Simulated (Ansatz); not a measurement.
## Single-point calculation of Ti

System: Ti (R-3m, 2 atoms in the cell).
Method: DFT, PBEsol, PAW with Ansatz's default frozen-core files, scalar-relativistic, no spin polarisation (Ansatz 0.2.0).

The structure was built on a prototype by a generator; it need not be a known phase. It belongs to a series of runs on one base structure; here: shortest bond scaled by 1.1, PAW files. Figures and captions count atoms from 1; the log counts them from 0 in places.

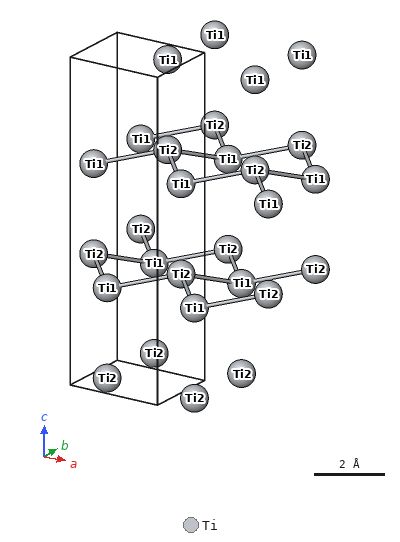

Figure 1. The structure (ball-and-stick view of the cell 3 times as large as that of the calculation, set on its symmetry axes, repeated 2 × 2 × 1, seen slightly off an axis; atoms are numbered from 1 in the order of the input). An atom can appear more than once, as a periodic image. Near neighbours in the periodic cell (some may lie outside the picture): Ti has 3 Ti at 2.35 Å.

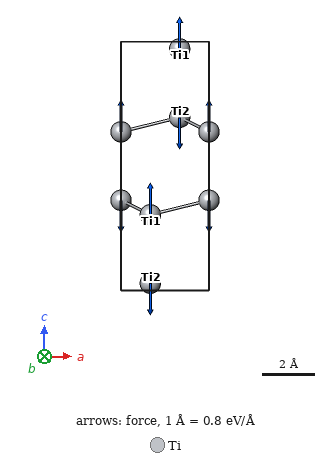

Figure 2. Forces on the atoms as blue arrows (ball-and-stick view of the cell 3 times as large as that of the calculation, set on its symmetry axes, along the b axis; atoms are numbered from 1 in the order of the input). The largest act on Ti1, Ti2 (1.01 eV/Å). The geometry is not a stationary point of this energy.

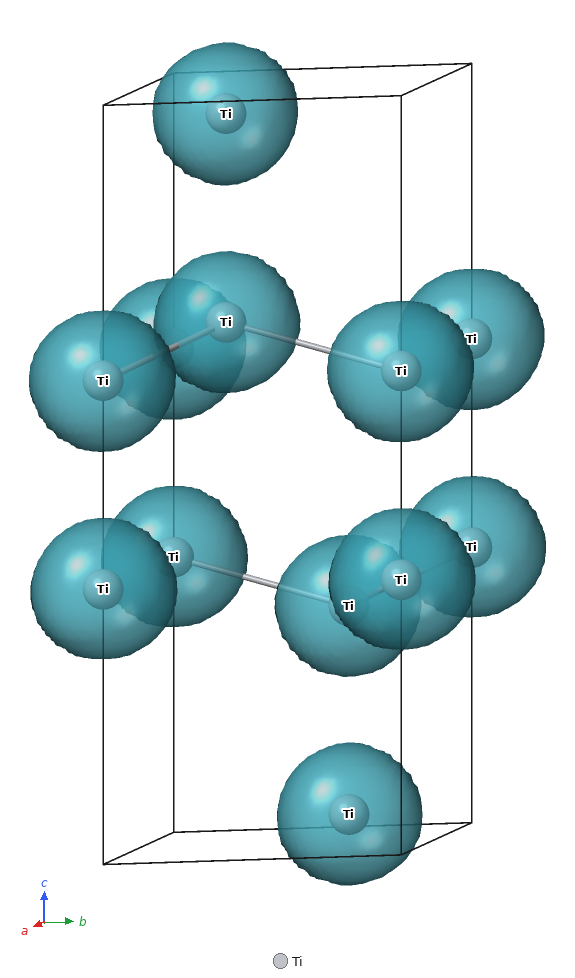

Figure 3. Isosurface of the valence electron density at 0.6 e/Å³ (cyan), seen slightly off an axis. Sticks mark near contacts. The outline is the cell set on symmetry axes. At this value the density breaks into separate islands; it holds about 75 % of the electrons treated as valence (semicore included). It is pinched off along the Ti–Ti (2.35 Å) contacts. On the grid the lowest density along these lines, outside the cores, is 0.38 e/Å³ (Ti–Ti, 2.35 Å). Core electrons are frozen (PAW), so the fields are smoothed inside the atomic spheres.

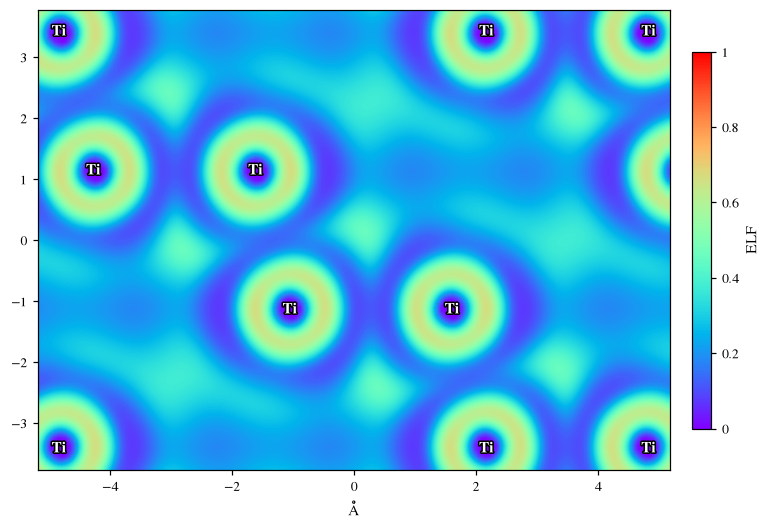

Figure 4. Electron localisation function on the (110) plane of the conventional cell. The section cuts through Ti sites. Ti–Ti (2.35 Å): the ELF is about 0.15 at the midpoint (no localised pair between them). The strong features right at Ti lie inside the PAW spheres (semicore, d or f shells) and say nothing about bonding.

The input and output of the run follow.

## Input
```yaml
crystal:
  lattice:
    - [0.0, 2.7912246522, 2.7912246522]
    - [2.7912246522, 0.0, 2.7912246522]
    - [2.7912246522, 2.7912246522, 0.0]
  atoms:
    - { symbol: Ti, position: [-0.0875, -0.1375, -0.1375] }
    - { symbol: Ti, position: [0.0875, 0.1375, 0.1375] }
kpoints:
  mp_grid: { grid: [9, 9, 9] }
scf:
  occupations: { method: fermi_dirac, width: 0.05 }
hamiltonian:
  xc: pbesol
  pseudopotentials: { kind: paw }
output:
  forces: true
  stress: true
  eigenvalues: true
  populations: true
  write_density: true
  write_potential: true
  elf: true
  volumetric_format: npy
```

Launch command:
```bash
ansatz run input.yaml --threads 1 --pin off --max-ram 2048MiB --backend cpu --events-out ev --progress --plain --runs-dir out
```

## What the program printed
```
Engine: ansatz 0.2.0, aarch64-unknown-linux-gnu
Pseudopotentials: kind: paw
Pseudopotential: Ti, paw, valence charge 12, recommended cutoff 420 eV (normal), Ti.paw.azcp
Functional definition: PBEsol
  exchange = pbesol_x
  correlation = pbesol_c
Crystal: 2 atoms, lattice volume = 43.493 Å³
Basis set: ecut = 420 eV, 869 PW (Γ), exchange–correlation on 54×54×54 points (8 copies of the dense FFT grid, shifted against one another)
Bands: 16, of which v1, the nominal top of the filled ones, is band 12 counted from 1 (11 counted from 0)
Symmetry: 12 space group operations
Space group: R-3m (ITA 166), of the structure as read, at distance tolerance 3.5e-5 Å
k-points: 85 of 729
Non-local potential: Ti, projectors of the file, l = 0: 3, l = 1: 2, l = 2: 3, l = 3: 1
PAW form: soft (Blöchl's): semilocal exchange-correlation on the pseudo side does not see the compensation charge
PAW frozen core: Ti, regenerated for the run's functional, and the local potential with it (the file was generated under x = pbe(κ = 0.804, μ = 0.2195149727645171), c = pbe(β = 0.06672455060314922))
PAW one-centre angular grid: Ti, 590 points (default); XC on 64 Gauss nodes
Initial density: superposition of atomic densities (neutral atoms: chi_scale 0, normalization atom), corrected by the library's trained network
Initial wavefunctions: pseudopotential atomic-orbital guess
Functional: x = pbesol(κ = 0.804, μ = 0.12345679012345678), c = pbesol(β = 0.046)
SCF iter   1: F=—  HF=-4943.198990 eV  |F-HF|=—  |Δ(HF+E_count)|=         —  Δρ=1.37e-2  dr2=7.25e-2  ethr=1.77e-3  ⟨swp⟩=4.0  Hψ=5560  notcnv=0
preconditioner: auto → Kerker (q_TF=auto, 2.471 Å⁻¹)  [metal: Δε(μ)=0.023 eV  Ē_g=2.171 eV  σ=0.050 eV  W_gap=0.11  n_scr=14 (ndim 8)  ℏωp=15.9 eV  f_vac=0.000  D(μ)=4.20/eV (n_scr^D=58)]
SCF iter   2: F=—  HF=-4943.186127 eV  |F-HF|=—  |Δ(HF+E_count)|=   1.29e-2  Δρ=6.51e-3  dr2=1.86e-2  ethr=3.02e-4  ⟨swp⟩=2.0  Hψ=2259  notcnv=0
SCF iter   3: F=—  HF=-4943.182354 eV  |F-HF|=—  |Δ(HF+E_count)|=   3.77e-3  Δρ=1.04e-3  dr2=6.42e-4  ethr=7.75e-5  ⟨swp⟩=2.0  Hψ=2023  notcnv=0
SCF iter   4: F=—  HF=-4943.182267 eV  |F-HF|=—  |Δ(HF+E_count)|=   8.68e-5  Δρ=2.49e-4  dr2=3.73e-5  ethr=2.67e-6  ⟨swp⟩=2.0  Hψ=1645  notcnv=0
SCF iter   5: F=—  HF=-4943.182259 eV  |F-HF|=—  |Δ(HF+E_count)|=   8.07e-6  Δρ=9.38e-5  dr2=3.89e-6  ethr=1.55e-7  ⟨swp⟩=2.1  Hψ=1703  notcnv=0
SCF iter   6: F=—  HF=-4943.182259 eV  |F-HF|=—  |Δ(HF+E_count)|=   5.24e-7  Δρ=2.87e-5  dr2=3.82e-7  ethr=1.62e-8  ⟨swp⟩=1.6  Hψ=1881  notcnv=0
SCF iter   7: F=-4943.182259 eV  HF=-4943.182259 eV  |F-HF|=1.66e-9  |Δ(HF+E_count)|=   3.58e-8  Δρ=4.59e-6  dr2=6.56e-9  ethr=4.17e-10  ⟨swp⟩=7.2  Hψ=7260  notcnv=0
SCF 1 converged in 7 iterations: F = -4943.182259 eV  dr2 = 6.56e-9
  greatest PAW one-centre occupation: 0.999 electrons in one spin orbital (limit 2), on the Ti atom at site 1 (counted from 0), in its partial waves of l = 0
SCF converged after 7 iterations
Free energy (F): -4943.182259 eV
Harris-Foulkes:  -4943.182259 eV  (|F-HF|=1.66e-9)
Internal energy: -4943.145991 eV  (E = F + TS)
E sigma→0 (E₀):  -4943.164125 eV
Entropy (-TS):   -0.036267 eV (-18.134 meV/atom)
Fermi energy:    9.673914 eV
--- Per-component energies (eV) ---
  E_band       = -393.034336
  E_kinetic    = 550.370459
  E_local      = -2185.368858  (includes V_loc(G=0)·N_el)
  E_nonlocal   = 27.846868
  E_hartree    = 901.967485
  E_xc         = -191.354235
  E_vxc        = -240.391137  (∫ρ·V_xc dr)
  E_paw        = -2050.149778  (= ΣΔE_a)
  E_vpaw       = -349.424383  (= ΣTr[D̂ρ^β])
  E_aug_tail   = 0.000216  (compensation charges beyond the density's cutoff)
  E_ewald      = -1996.736918
  E_core_change = 0.278769  (= ΣΔE_core)
  E_smearing   = -0.036267  (= −TS)
  E_closure    = 0.000000  (closes the sum)
  Σ components = -4943.182259   (vs F -4943.182259, Δ=0.00e0)
--- Forces (eV/Å), atoms counted from 1 ---
  atom   1  Ti    -0.58185758     0.58185758     0.58185758
  atom   2  Ti     0.58185758    -0.58185758    -0.58185758
  max |Σ_I F_I| component: 1.11e-16 eV/Å
--- Stress (GPa, compression-positive) ---
       -1.426058       3.556558       3.556558
        3.556558      -1.426058      -3.556558
        3.556558      -3.556558      -1.426058
  P = ⅓ Tr σ = -1.4261 GPa (-14.261 kbar)
--- Band table (eV; the first three rows and the last of 85) ---
  k-point 0: bands = ["-46.7754", "-46.1203", "-23.5325", "-23.5325", "-22.9910", "-22.8058", "-22.3178", "-22.3178", "4.8374", "9.0560", "9.0560", "9.1253", "9.8766", "9.8766", "11.1609", "11.1609"]
  k-point 1: bands = ["-46.7592", "-46.1375", "-23.5491", "-23.5219", "-23.0143", "-22.7845", "-22.3280", "-22.2993", "5.0447", "8.8808", "8.9224", "9.3301", "9.9277", "9.9998", "10.9544", "11.2008"]
  k-point 2: bands = ["-46.7137", "-46.1857", "-23.5891", "-23.4930", "-23.0676", "-22.7359", "-22.3565", "-22.2546", "5.6362", "8.7518", "8.8103", "9.4183", "9.9729", "10.0747", "10.4569", "11.5261"]
  k-point 84: bands = ["-46.7030", "-46.1939", "-23.5935", "-23.5766", "-23.1909", "-22.6385", "-22.2749", "-22.2572", "7.8419", "8.4889", "8.9721", "9.0098", "10.3023", "10.3656", "10.5659", "11.9029"]
--- Löwdin populations: 2 sites ---
  site symbol       q [e]
     0     Ti     11.9291
     1     Ti     11.9291
  spilling = 0.005909 (of n_electrons = 24.000000)
```

## File populations.tsv
```
# site	symbol	l	j	q
# orbitals = lowdin
# n_electrons = 24.000000
# spilling = 0.005909
0	Ti	0_3S	-	1.902951
0	Ti	0_4S	-	0.885124
0	Ti	1_3P	-	5.956126
0	Ti	2_3D	-	3.184888
1	Ti	0_3S	-	1.902951
1	Ti	0_4S	-	0.885124
1	Ti	1_3P	-	5.956126
1	Ti	2_3D	-	3.184888
```

## File rho_z.tsv
```
# z_ang	rho[e/angstrom^3]
# format = ansatz-planar-average/11
# lattice	0.000000000	2.791224652	2.791224652
# lattice	2.791224652	0.000000000	2.791224652
# lattice	2.791224652	2.791224652	0.000000000
# sites	2
# site	22	-0.767586779	-0.628025547	-0.628025547
# site	22	0.767586779	0.628025547	0.628025547
0.000000	8.858964e-1
0.146200	8.965881e-1
0.292399	9.196075e-1
0.438599	9.327472e-1
0.584798	9.112206e-1
0.730998	8.382983e-1
0.877197	7.132908e-1
1.023397	5.545648e-1
1.169596	3.951294e-1
1.315796	2.677186e-1
1.461995	1.869039e-1
1.608195	1.453310e-1
1.754395	1.264624e-1
1.900594	1.187495e-1
2.046794	1.187495e-1
2.192993	1.264624e-1
2.339193	1.453310e-1
2.485392	1.869039e-1
2.631592	2.677186e-1
2.777791	3.951294e-1
2.923991	5.545648e-1
3.070190	7.132908e-1
3.216390	8.382983e-1
3.362590	9.112206e-1
3.508789	9.327472e-1
3.654989	9.196075e-1
3.801188	8.965881e-1
```

## Results in brief

- outcome: converged
- space group (tolerance 0.01 Å): R-3m (166)
- electrons treated: 24
- free energy: −4943.1823 eV
- Fermi energy: 9.674 eV
- pressure: −1.43 GPa
- largest force (length of the vector): 1.008 eV/Å
- hardware: 1 thread of Arm Neoverse V2, 112 GiB of memory available, shared host
- wall time: 4.2 s
- peak memory: 0.33 GiB
